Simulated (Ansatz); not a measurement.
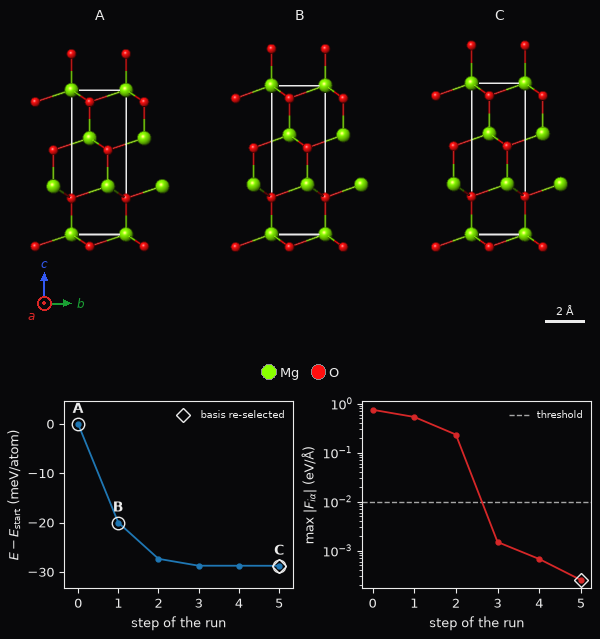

Frames of a relaxation of crystalline MgO (a generated structure, set up in R3m), marked on the history of the run. A ball-and-stick model of the cell of the calculation, seen along the a axis.

Case: stacking ABC.

Computed with Ansatz 0.2.0, DFT r2SCAN, scalar-relativistic, plane waves, PAW.

The input:
```yaml
crystal:
  lattice:
    - [3.2886533791, 0.0, 0.0]
    - [-1.6443266895, 2.8480573705, 0.0]
    - [0.0, 0.0, 7.5500803564]
  atoms:
    - { symbol: Mg, position: [0.0, 0.0, 0.0] }
    - { symbol: O, position: [0.0, 0.0, 0.25] }
    - { symbol: Mg, position: [0.3333333333, 0.6666666667, 0.3333333333] }
    - { symbol: O, position: [0.3333333333, 0.6666666667, 0.5833333333] }
    - { symbol: Mg, position: [0.6666666667, 0.3333333333, 0.6666666667] }
    - { symbol: O, position: [0.6666666667, 0.3333333333, 0.9166666667] }
basis:
  ecutwfc: 500
kpoints:
  mp_grid: { grid: [9, 9, 3] }
hamiltonian:
  xc: r2scan
scf:
  occupations: { method: gaussian, width: 0.02 }
output:
  forces: true
  stress: true
  eigenvalues: true
  populations: true
relax:
  adjacent_minimum: "off"
  f_tol: 0.01
  max_steps: 45
  cell: { stress_tol: 0.05 }
```

Run as
```bash
ansatz run input.yaml --threads 1 --pin off --max-ram 2560MiB --backend cpu --events-out ev --progress --plain --runs-dir out
```

**What happens along the run?**

After 4 accepted moves (5 points after the start) the energy has fallen by 28.7 meV per atom. The largest force component goes from 0.75 to 0.00025 eV/Å. The pressure goes from 1.83 to −0.03 GPa. At 1 point the geometry stayed and the basis and grid were re-selected for the new cell (energy shift of less than 0.05 meV per atom at most each time). No atom moves by more than 0.005 Å relative to the cell. The drawn cell changes as follows: a = b 3.289 → 3.228 Å (−1.9 %), c 7.550 → 7.906 Å (+4.7 %); the volume changes by +0.9 %. Some distances before and after: Mg1–O2 1.888 → 1.977 Å, Mg1–O6 2.000 → 1.977 Å. The space group (tolerance 0.01 Å) goes from R3m (No. 160) to F-43m (No. 216). From step 0 to 1: volume +0.4 %, energy −20.0 meV per atom. From step 1 to 5: volume +0.5 %, energy −8.7 meV per atom.

| step | E − E(0), meV/atom | largest force component, eV/Å | pressure, GPa | volume, Å³/atom | note |
| --- | --- | --- | --- | --- | --- |
| 0 | 0.00 | 0.7526 | 1.83 | 11.786 |  |
| 1 | -19.99 | 0.5369 | 0.91 | 11.834 |  |
| 2 | -27.33 | 0.2347 | 0.36 | 11.856 |  |
| 3 | -28.72 | 0.0015 | -0.08 | 11.894 |  |
| 4 | -28.73 | 0.0007 | -0.03 | 11.889 |  |
| 5 | -28.74 | 0.0003 | -0.03 | 11.889 | same geometry, new basis |
